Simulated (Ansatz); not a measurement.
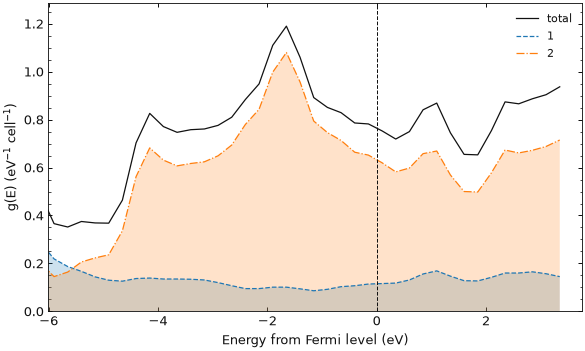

Density of states. Energies are counted from the Fermi level. The partial curves are projected on Löwdin-orthogonalised atomic shells.

Calculation on Ge, space group I4_1/amd, 2 atoms in the cell, a structure borrowed from another compound.

Ansatz; DFT with r2SCAN, PAW plane waves, no spin polarisation, 13×13×13 k mesh, Gaussian smearing of 0.27 eV.

> Assign each number in the legend. The candidates: Ge 4p, Ge 4s.

1 is Ge 4s; 2 is Ge 4p.

> What is the density of states at the Fermi level?

It is a metal. The density of states at the Fermi level is about 0.77 per eV and cell (mean within 0.25 eV), or 0.38 per atom.

The structure was built from a prototype or by substitution, so it need not be a known phase.
